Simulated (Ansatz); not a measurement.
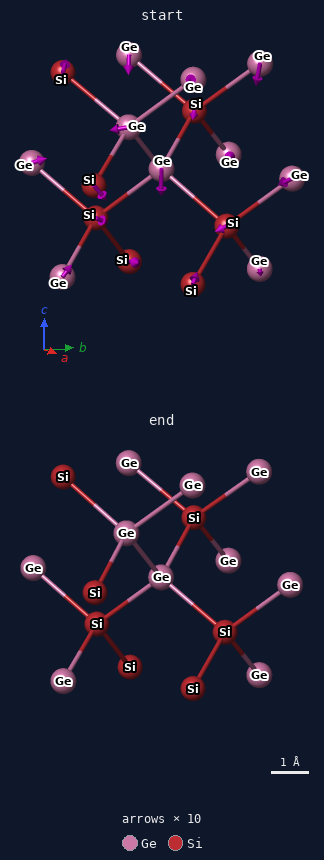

The structure of solid Ge₄₄Si₂₀ (a generated structure, set up in P1) before (top) and after (bottom) a relaxation, at one scale. The purple arrows give the displacements, 10 times their true length.

A ball-and-stick model of the atoms within 4.2 Å of the atom that moves most (axes of the cell of the calculation), seen slightly off an axis.

Computed with DFT, PBEsol, PAW, plane waves (Ansatz 0.2.0). Settings: plane-wave cutoff 420 eV; k-point mesh 1 × 1 × 1; mesh shifted by (0.25, 0.25, 0.25); no spin polarisation; cell relaxed at fixed shape; force threshold 0.03 eV/Å; at most 80 steps.

### Summarise the run.

The largest moves relative to the cell, 0.085 Å, are those of Ge atoms. Largest moves by element: Ge 0.085 Å, Si 0.081 Å. The volume changes by −0.6 %, with a = b = c 11.201 → 11.179 Å (−0.2 %). Some distances before and after: Si–Si 2.444 → 2.356 Å, Ge–Ge 2.382 → 2.453 Å, Ge–Si 2.466 → 2.402 Å, Ge–Si 2.445 → 2.398 Å. Among the angles between lasting bonds that change: Si–Ge–Si 107.7° → 111.8°, Ge–Si–Si 108.7° → 111.1°, Ge–Ge–Si 110.8° → 108.3°. The space group stays P1 (No. 1). The energy falls by 0.909 eV per cell of the calculation in 3 geometry steps. Largest force component: 0.9 eV/Å at the start, 0.025 eV/Å at the end. The pressure goes from −0.30 to 0.00 GPa. The run took 7.2 s on 1 × NVIDIA GB300 Max-Q with 8 threads of Arm Neoverse-V2, peak memory 2.2 GiB.
